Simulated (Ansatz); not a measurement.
SnO (slab)

Input file:

```
crystal:
  lattice:
    - [3.8206508913, 5.3727e-06, 0.0]
    - [-5.2327e-06, 3.8206508913, 0.0]
    - [0.0, 0.0, 22.2280090175]
  atoms:
    - { symbol: Sn, position: [0.999850282, 0.999850282, 0.2024472816] }
    - { symbol: O, position: [0.9998512766, 0.4998508309, 0.2556000106] }
    - { symbol: O, position: [0.4998508309, 0.9998512766, 0.2556000106] }
    - { symbol: Sn, position: [0.4998491757, 0.4998491757, 0.3087577005] }
    - { symbol: Sn, position: [0.4998491757, 0.833182509, 0.5103517817] }
    - { symbol: O, position: [0.4998501703, 0.3331830579, 0.5635083126] }
    - { symbol: O, position: [-0.0001502754, 0.8331835036, 0.5635083126] }
    - { symbol: Sn, position: [-0.0001519306, 0.3331814027, 0.616658588] }
basis:
  ecutwfc: 420
kpoints:
  mp_grid: { grid: [7, 7, 1] }
hamiltonian:
  xc: pbe
  dispersion: d3bj
scf:
  occupations: { method: gaussian, width: 0.05 }
output:
  forces: true
  eigenvalues: true
  write_density: true
  write_potential: true
  elf: true
  volumetric_format: npy
relax:
  adjacent_minimum: "off"
  f_tol: 0.003
  max_steps: 20
  constraints: [{ site: 0 }, { sites: [1, 2, 3, 4, 5, 6, 7], fix: xy }]
efield:
  axis: 3
  dipole_correction: true
  ramp_width: 0.04
```

Command:

```sh
ansatz run input.yaml --threads 1 --pin off --max-ram 3072MiB --backend cpu --events-out ev --progress --plain --runs-dir out
```

The fields are those of the relaxed geometry.

Theory: Ansatz 0.2.0, DFT PBE+D3(BJ), scalar-relativistic, plane waves, PAW.

The density is the valence pseudo-density of a PAW calculation; it isn't the true density close to the nuclei.

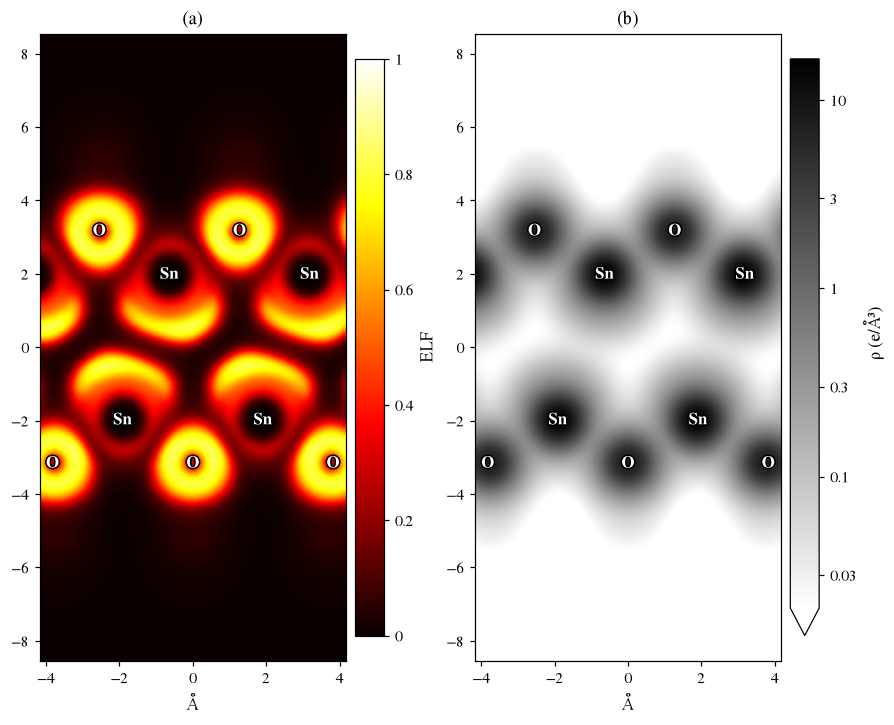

Figure 1. (a) ELF; (b) valence pseudo-density on the (100) plane of the calculation cell, a cut from vacuum to vacuum.

### Read the bonding off the picture.

Atoms in the plane: O and Sn. Sn–O (2.25 Å): the density is about 0.45 e/Å³ at the midpoint; the ELF peaks at about 0.85 in the valence shell of O, 0.6 Å from its nucleus, and is about 0.20 at the midpoint (no shared electron pair shows on this line). The density dies away to nearly zero in the vacuum.

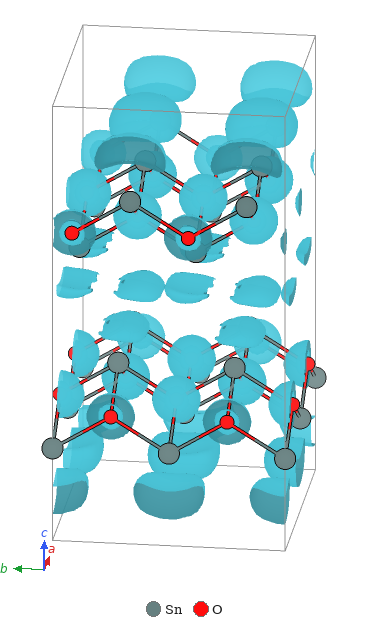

Figure 2. Isosurface of the electron localisation function at 0.75 (cyan), seen at an oblique angle. Only the valence region is drawn (cores and ρ < 0.01 e/Å³ removed). Sticks mark near contacts.

### Where are the electrons localised?

The surface consists of four lobes on Sn, pointing away from the bonds (lone pairs) and four regions wrapped around O (the valence shell of each), counted in one cell of 8 atoms. Counts are for one cell; the picture repeats the cell along the surface.

### Metal or insulator at this level of theory?

It is gapped, with a Kohn–Sham gap of 2.3 eV on the k-point mesh, an upper bound to the gap of this method.
